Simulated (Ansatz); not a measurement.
The Ansatz input:

```
crystal:
  lattice:
    - [0.0, 2.8330850947, 2.8330850947]
    - [2.8330850947, 0.0, 2.8330850947]
    - [2.8330850947, 2.8330850947, 0.0]
  atoms:
    - { symbol: Ga, position: [0.0, 0.0, 0.0] }
    - { symbol: As, position: [0.25, 0.25, 0.25] }
kpoints:
  mp_grid: { grid: [6, 6, 6] }
hamiltonian:
  xc: r2scan
scf:
  occupations: { method: fixed }
  n_extra_bands: 4
output:
  forces: true
  stress: true
  eigenvalues: true
```

Run as:
```bash
ansatz run input.yaml --threads 4 --pin off --max-ram 3686MiB --backend cpu --events-out ev --progress --plain --runs-dir out
```

What will the density of states look like?

There is a gap; over the k points computed it is 0.96 eV (direct among those points). The upper group of valence states starts about 7.0 eV under the valence-band top, with a gap beneath it; it holds about 6 electrons a cell.

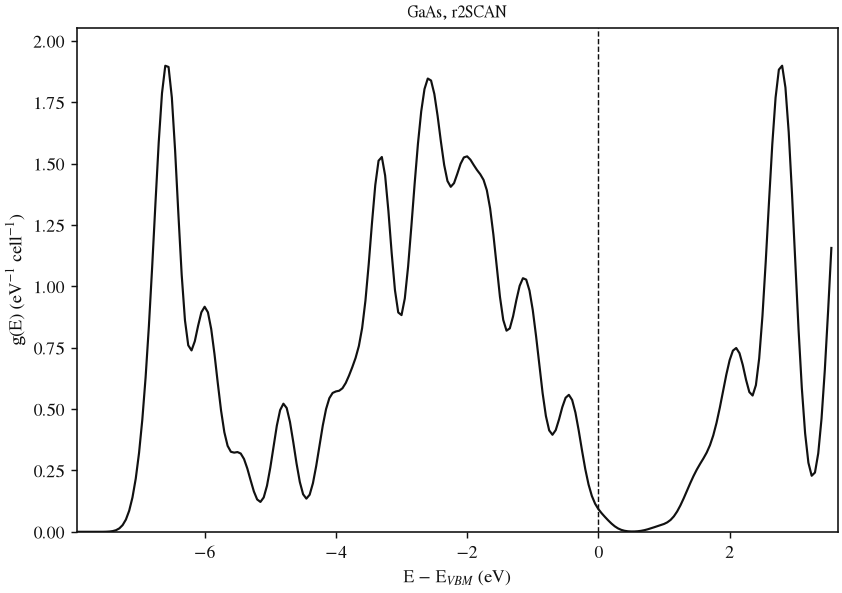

Density of states. Energies are counted from the top of the valence band. The curve is built from the levels of the k mesh with Gaussians 0.4 eV wide, which also blur the band edges.
